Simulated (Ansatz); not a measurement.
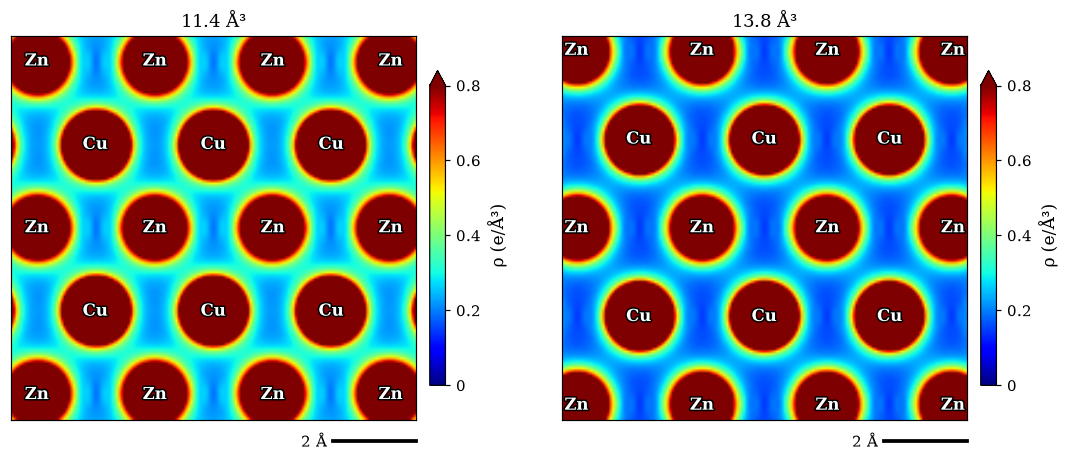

ZnCu. The valence electron density of cells scaled evenly to different volumes (given per atom above each panel), on the (11̄0) plane of each (indices in the axes of the cell below), at one length scale and on one colour scale.

Computed without spin polarisation.

Theory: Ansatz 0.2.0, DFT PBE, scalar-relativistic, plane waves, PAW.

The largest cell:

```
Zn Cu
1.0
     3.02130    0.00000    0.00000
     0.00000    3.02130    0.00000
     0.00000    0.00000    3.02130
Zn Cu
1 1
Direct
  0.50000 0.50000 0.50000
  0.00000 0.00000 0.00000
```

| volume (Å³/atom) | Zn–Cu contact in the plane (Å) | ρ at its midpoint (e/Å³) | pressure (GPa) | 
| --- | --- | --- | --- |
| 11.45 | 2.459 | 0.314 | 20.3 | 
| 13.01 | 2.566 | ? | ? | 
| 13.79 | 2.617 | 0.236 | −5.8 | 

**What values belong in the row with question marks?**

Over the known rows ln ρ falls by 1.81 per Å of Zn–Cu distance (the line through the two), which gives 0.259 e/Å³ at 2.566 Å; the calculation gives 0.259 e/Å³. For the pressure, a straight line in volume between the neighbouring rows gives 2.9 GPa; the calculation gives 0.0, lower because pressure rises ever faster on compression.
